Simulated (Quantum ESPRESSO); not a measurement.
# LiH (Fm-3m): a volume series of phonon spectra

Aim: how the vibrations of LiH shift with volume, and the expansion that follows.

What experiment has found for this phase:
- heat capacity C_P per formula unit 28.1 J/mol/K and bulk modulus 33.7 GPa near room temperature (given in “High-Throughput Prediction of Finite-Temperature Properties using the Quasi-Harmonic Approximation”, 2016, arXiv:1603.06924)

Method: DFT LDA, scalar-relativistic, plane waves, GBRV ultrasoft pseudopotentials, in Quantum ESPRESSO 7.5.

The database entry behind the starting cell differs from later determinations by our own check (the deuteride, about 0.2 % short), so it need not match the best structure at ambient conditions.

### Step 1. The structure

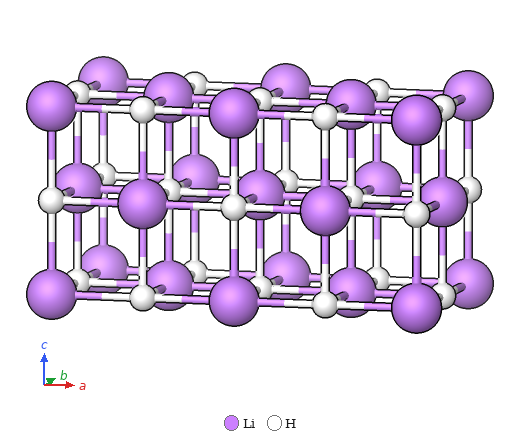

The cell as given, slightly off an axis (lithium purple, hydrogen white). 2×1×1 cells are drawn. This picture shows the conventional cell, with its axes. Some periodic images of atoms are drawn too.

### Step 2. Probe on a coarse mesh

A cheap single point shows whether the cell is a metal or an insulator and how far it is from rest; that sets the k-mesh and the occupations of what follows.

probe.in reads:

```
 &control
    calculation='scf',
    prefix='x',
    outdir='./tmp',
    pseudo_dir='./pseudo',
    tprnfor=.true.,
    tstress=.true.,
    verbosity='high',
 /
 &system
    ibrav=0,
    nat=2,
    ntyp=2,
    ecutwfc=45.0,
    ecutrho=270.0,
    occupations='smearing',
    smearing='gaussian',
    degauss=0.01,
 /
 &electrons
    conv_thr=1.0d-07,
    mixing_beta=0.7,
    electron_maxstep=100,
 /
ATOMIC_SPECIES
 Li      6.9400  Li.upf
 H       1.0080  H.upf
CELL_PARAMETERS angstrom
     0.000000000    2.036750000    2.036750000
     2.036750000    0.000000000    2.036750000
     2.036750000    2.036750000    0.000000000
ATOMIC_POSITIONS crystal
 Li     0.000000000   0.000000000   0.000000000
 H      0.500000000   0.500000000   0.500000000
K_POINTS automatic
 8 8 8 0 0 0
```

Launch:

```bash
OMP_NUM_THREADS=1 mpirun -n 8 pw.x -nk 8 -in probe.in > probe.out
```

What it wrote:

```text
Program PWSCF v.7.5

     This program is part of the open-source Quantum ESPRESSO suite
     for quantum simulation of materials; please cite
         "P. Giannozzi et al., J. Phys.:Condens. Matter 21 395502 (2009);
         "P. Giannozzi et al., J. Phys.:Condens. Matter 29 465901 (2017);
         "P. Giannozzi et al., J. Chem. Phys. 152 154105 (2020);
     in publications or presentations arising from this work. More details at

     Message from routine setup:
     using ibrav=0 with symmetry is DISCOURAGED, use correct ibrav instead

     G-vector sticks info
     --------------------
     sticks:   dense  smooth     PW     G-vecs:    dense   smooth      PW
     Sum         559     367    121                 8609     4645     893

     Using Slab Decomposition

     bravais-lattice index     =            0
     lattice parameter (alat)  =       5.4432  a.u.
     unit-cell volume          =     114.0354 (a.u.)^3
     number of atoms/cell      =            2
     number of atomic types    =            2
     number of electrons       =         4.00
     number of Kohn-Sham states=            6
     kinetic-energy cutoff     =      45.0000  Ry
     charge density cutoff     =     270.0000  Ry
     scf convergence threshold =      1.0E-07
     mixing beta               =       0.7000
     number of iterations used =            8  plain     mixing
     Exchange-correlation=  SLA  PZ   NOGX NOGC
                           (   1   1   0   0   0   0   0)

     celldm(1)=   5.443166  celldm(2)=   0.000000  celldm(3)=   0.000000
     celldm(4)=   0.000000  celldm(5)=   0.000000  celldm(6)=   0.000000

     crystal axes: (cart. coord. in units of alat)
               a(1) = (   0.000000   0.707107   0.707107 )
               a(2) = (   0.707107   0.000000   0.707107 )
               a(3) = (   0.707107   0.707107   0.000000 )

     reciprocal axes: (cart. coord. in units 2 pi/alat)
               b(1) = ( -0.707107  0.707107  0.707107 )
               b(2) = (  0.707107 -0.707107  0.707107 )
               b(3) = (  0.707107  0.707107 -0.707107 )

     PseudoPot. # 1 for Li read from file:
     ./pseudo/Li.upf
     Pseudo is Ultrasoft, Zval =  3.0
     Using radial grid of  751 points,  5 beta functions with:
                l(1) =   0
                l(2) =   0
                l(3) =   0
                l(4) =   1
                l(5) =   1
     Q(r) pseudized with 10 coefficients,  rinner =    1.150   1.150   1.150

     PseudoPot. # 2 for H  read from file:
     ./pseudo/H.upf
     Pseudo is Ultrasoft, Zval =  1.0
     Using radial grid of  615 points,  2 beta functions with:
                l(1) =   0
                l(2) =   0
     Q(r) pseudized with  8 coefficients,  rinner =    0.700

     atomic species   valence    mass     pseudopotential
     Li                3.00     6.94000     Li( 1.00)
     H                 1.00     1.00800     H ( 1.00)

     48 Sym. Ops., with inversion, found

                                    s                        frac. trans.

      isym =  1     identity

 cryst.   s( 1) = (     1          0          0      )
                  (     0          1          0      )
                  (     0          0          1      )

 cart.    s( 1) = (  1.0000000 -0.0000000  0.0000000 )
                  ( -0.0000000  1.0000000  0.0000000 )
                  ( -0.0000000  0.0000000  1.0000000 )

      isym =  2     180 deg rotation - cart. axis [0,0,1]

 cryst.   s( 2) = (     0          1         -1      )
                  (     1          0         -1      )
                  (     0          0         -1      )

 cart.    s( 2) = ( -1.0000000  0.0000000  0.0000000 )
                  (  0.0000000 -1.0000000  0.0000000 )
                  (  0.0000000 -0.0000000  1.0000000 )

      isym =  3     180 deg rotation - cart. axis [0,1,0]

 cryst.   s( 3) = (     0         -1          1      )
                  (     0         -1          0      )
                  (     1         -1          0      )

 cart.    s( 3) = ( -1.0000000 -0.0000000 -0.0000000 )
                  (  0.0000000  1.0000000 -0.0000000 )
                  (  0.0000000  0.0000000 -1.0000000 )

      isym =  4     180 deg rotation - cart. axis [1,0,0]

 cryst.   s( 4) = (    -1          0          0      )
                  (    -1          0          1      )
                  (    -1          1          0      )

 cart.    s( 4) = (  1.0000000  0.0000000 -0.0000000 )
                  ( -0.0000000 -1.0000000 -0.0000000 )
                  ( -0.0000000 -0.0000000 -1.0000000 )

      isym =  5     180 deg rotation - cart. axis [1,1,0]

 cryst.   s( 5) = (    -1          0          1      )
[...]
cart.    s( 5) = ( -0.0000000  1.0000000 -0.0000000 )
[...]
isym =  6     180 deg rotation - cart. axis [1,-1,0]

 cryst.   s( 6) = (     0         -1          0      )
[...]
cart.    s( 6) = (  0.0000000 -1.0000000 -0.0000000 )
[...]
isym =  7      90 deg rotation - cart. axis [0,0,-1]

 cryst.   s( 7) = (     0          1          0      )
[...]
cart.    s( 7) = (  0.0000000  1.0000000  0.0000000 )
[...]
isym =  8      90 deg rotation - cart. axis [0,0,1]

 cryst.   s( 8) = (     1          0         -1      )
[...]
cart.    s( 8) = ( -0.0000000 -1.0000000  0.0000000 )
[...]
isym =  9     180 deg rotation - cart. axis [1,0,1]

 cryst.   s( 9) = (    -1          1          0      )
[...]
cart.    s( 9) = (  0.0000000  0.0000000  1.0000000 )
[...]
isym = 10     180 deg rotation - cart. axis [-1,0,1]

 cryst.   s(10) = (     0          0         -1      )
[...]
cart.    s(10) = ( -0.0000000  0.0000000 -1.0000000 )
[...]
isym = 11      90 deg rotation - cart. axis [0,1,0]

 cryst.   s(11) = (     0          0          1      )
[...]
cart.    s(11) = ( -0.0000000 -0.0000000  1.0000000 )
[...]
isym = 12      90 deg rotation - cart. axis [0,-1,0]

 cryst.   s(12) = (     1         -1          0      )
[...]
cart.    s(12) = (  0.0000000 -0.0000000 -1.0000000 )
[...]
isym = 13     180 deg rotation - cart. axis [0,1,1]

 cryst.   s(13) = (     1          0          0      )
[...]
cart.    s(13) = ( -1.0000000  0.0000000 -0.0000000 )
[...]
isym = 14     180 deg rotation - cart. axis [0,1,-1]

[...]
occupation numbers
     1.0000   1.0000   0.0000   0.0000   0.0000   0.0000

          k = 0.2652 0.0884-0.0884 (   576 PWs)   bands (ev):

   -43.0790  -4.0195  10.8963  13.6740  14.1041  17.3985

     occupation numbers
     1.0000   1.0000   0.0000   0.0000   0.0000   0.0000

          k = 0.3536 0.1768-0.1768 (   588 PWs)   bands (ev):

   -43.0636  -2.9756   7.2916  12.2840  13.7321  16.3542

     occupation numbers
     1.0000   1.0000   0.0000   0.0000   0.0000   0.0000

          k =-0.2652-0.4419 0.4419 (   580 PWs)   bands (ev):

[...]
occupation numbers
[...]
k =-0.1768-0.3536 0.3536 (   581 PWs)   bands (ev):

[...]
occupation numbers
[...]
k =-0.0884-0.2652 0.2652 (   582 PWs)   bands (ev):

[...]
occupation numbers
[...]
k = 0.0000-0.1768 0.1768 (   576 PWs)   bands (ev):

[...]
occupation numbers
[...]
k = 0.3536 0.0000 0.0000 (   576 PWs)   bands (ev):

[...]
occupation numbers
[...]
k = 0.4419 0.0884-0.0884 (   581 PWs)   bands (ev):

[...]
occupation numbers
[...]
k =-0.1768-0.5303 0.5303 (   579 PWs)   bands (ev):

[...]
occupation numbers
[...]
k =-0.0884-0.4419 0.4419 (   581 PWs)   bands (ev):

[...]
occupation numbers
[...]
k = 0.0000-0.3536 0.3536 (   590 PWs)   bands (ev):

[...]
k = 0.5303-0.0000 0.0000 (   576 PWs)   bands (ev):

[...]
k =-0.0884-0.6187 0.6187 (   586 PWs)   bands (ev):

[...]
k = 0.0000-0.5303 0.5303 (   588 PWs)   bands (ev):

[...]
k =-0.7071 0.0000 0.0000 (   588 PWs)   bands (ev):

[...]
k = 0.3536 0.1768 0.0000 (   584 PWs)   bands (ev):

[...]
occupation numbers
[...]
k =-0.2652-0.4419 0.6187 (   579 PWs)   bands (ev):

[...]
occupation numbers
[...]
k =-0.1768-0.3536 0.5303 (   578 PWs)   bands (ev):

[...]
occupation numbers
[...]
k =-0.1768-0.5303 0.7071 (   577 PWs)   bands (ev):

[...]
occupation numbers
[...]
k =-0.0884-0.4419 0.6187 (   581 PWs)   bands (ev):

[...]
occupation numbers
[...]
k = 0.0000-0.3536 0.5303 (   578 PWs)   bands (ev):

[...]
occupation numbers
     1.0000   1.0000   0.0000   0.0000   0.0000   0.0000

          k =-0.7071 0.1768-0.0000 (   582 PWs)   bands (ev):

   -43.0427   0.2488   3.5758   7.9214  10.9998  16.8806

     occupation numbers
     1.0000   1.0000   0.0000   0.0000   0.0000   0.0000

          k =-0.7071 0.3536 0.0000 (   604 PWs)   bands (ev):

   -43.0426   0.1363   5.2308   5.2308  11.4732  17.0968

     occupation numbers
     1.0000   1.0000   0.0000   0.0000   0.0000   0.0000

     the Fermi energy is     1.4646 ev

!    total energy              =     -15.51156190 Ry
     estimated scf accuracy    <          8.6E-09 Ry
     smearing contrib. (-TS)   =      -0.00000000 Ry
     internal energy E=F+TS    =     -15.51156190 Ry

     The total energy is F=E-TS. E is the sum of the following terms:
     one-electron contribution =      -8.09342342 Ry
     hartree contribution      =       3.30377811 Ry
     xc contribution           =      -3.91646278 Ry
     ewald contribution        =      -6.80545381 Ry

     convergence has been achieved in   5 iterations

     Forces acting on atoms (cartesian axes, Ry/au):

     atom    1 type  1   force =     0.00000000    0.00000000   -0.00000000
     atom    2 type  2   force =     0.00000000    0.00000000   -0.00000000
     The non-local contrib.  to forces
     atom    1 type  1   force =    -0.00000000    0.00000000    0.00000000
     atom    2 type  2   force =     0.00000000   -0.00000000   -0.00000000
     The ionic contribution  to forces
     atom    1 type  1   force =     0.00000000    0.00000000    0.00000000
     atom    2 type  2   force =     0.00000000   -0.00000000    0.00000000
     The local contribution  to forces
     atom    1 type  1   force =    -0.00000000   -0.00000000   -0.00000000
     atom    2 type  2   force =    -0.00000000   -0.00000000   -0.00000000
     The core correction contribution to forces
     atom    1 type  1   force =     0.00000000    0.00000000    0.00000000
     atom    2 type  2   force =     0.00000000    0.00000000    0.00000000
     The Hubbard contrib.    to forces
     atom    1 type  1   force =     0.00000000    0.00000000    0.00000000
     atom    2 type  2   force =     0.00000000    0.00000000    0.00000000
     The SCF correction term to forces
     atom    1 type  1   force =    -0.00000000    0.00000000   -0.00000000
     atom    2 type  2   force =     0.00000000    0.00000000    0.00000000

     Total force =     0.000000     Total SCF correction =     0.000000

     Computing stress (Cartesian axis) and pressure

          total   stress  (Ry/bohr**3)                   (kbar)     P=      -40.43
  -0.00027481   0.00000000  -0.00000000          -40.43        0.00       -0.00
   0.00000000  -0.00027481  -0.00000000            0.00      -40.43       -0.00
  -0.00000000  -0.00000000  -0.00027481           -0.00       -0.00      -40.43

     kinetic stress (kbar)   3609.50     -0.00     -0.00
                               -0.00   3609.50     -0.00
                               -0.00     -0.00   3609.50

     local   stress (kbar)    632.16      0.00      0.00
                                0.00    632.16     -0.00
                                0.00     -0.00    632.16

     nonloc. stress (kbar)  -1207.13     -0.00     -0.00
                               -0.00  -1207.13     -0.00
                               -0.00     -0.00  -1207.13

     hartree stress (kbar)   1420.62     -0.00      0.00
                               -0.00   1420.62      0.00
                                0.00      0.00   1420.62

     exc-cor stress (kbar)  -1569.24      0.00      0.00
                                0.00  -1569.24      0.00
                                0.00      0.00  -1569.24

     corecor stress (kbar)      0.00      0.00      0.00
                                0.00      0.00      0.00
                                0.00      0.00      0.00

     ewald   stress (kbar)  -2926.33      0.00      0.00
                                0.00  -2926.33      0.00
                                0.00      0.00  -2926.33

     hubbard stress (kbar)      0.00      0.00      0.00
                                0.00      0.00      0.00
                                0.00      0.00      0.00

     DFT-D   stress (kbar)      0.00      0.00      0.00
[...]
XDM     stress (kbar)      0.00      0.00      0.00
[...]
dft-nl  stress (kbar)      0.00      0.00      0.00
                                0.00      0.00      0.00
                                0.00      0.00      0.00

     TS-vdW  stress (kbar)      0.00      0.00      0.00
                                0.00      0.00      0.00
                                0.00      0.00      0.00

     MDB     stress (kbar)      0.00      0.00      0.00
                                0.00      0.00      0.00
                                0.00      0.00      0.00

     3D-RISM stress (kbar)      0.00      0.00      0.00
                                0.00      0.00      0.00
                                0.00      0.00      0.00

     Writing all to output data dir ./tmp/x.save/ :
     XML data file, charge density, pseudopotentials, collected wavefunctions

   JOB DONE.
```

The job ended after 1.1 s (8 MPI ranks of Arm Neoverse V1, shared host; 7.2 s of CPU time).

Numbers from this step:

* volume per atom: 8.449 Å³
* pressure: -4.043 GPa
* gap on the k-mesh: 2.654 eV

The start is under -4.0 GPa at this level and looks like an insulator or semiconductor on this mesh.

(Continued in part 2 of 8.)

[Logs are printed without paths, hosts, clocks, repeated set-up lines and the standing remarks that a program may print on its own settings, such as how far it seeks lower states.]

[Hosts, paths, dates, database ids (printed as entryN), source tags and the programs' standing remarks are cut or masked in the printed files.]

[A step with changed settings may run another functional than the one named; its input shows which.]

[Of the runs on displaced cells, only some may be shown.]
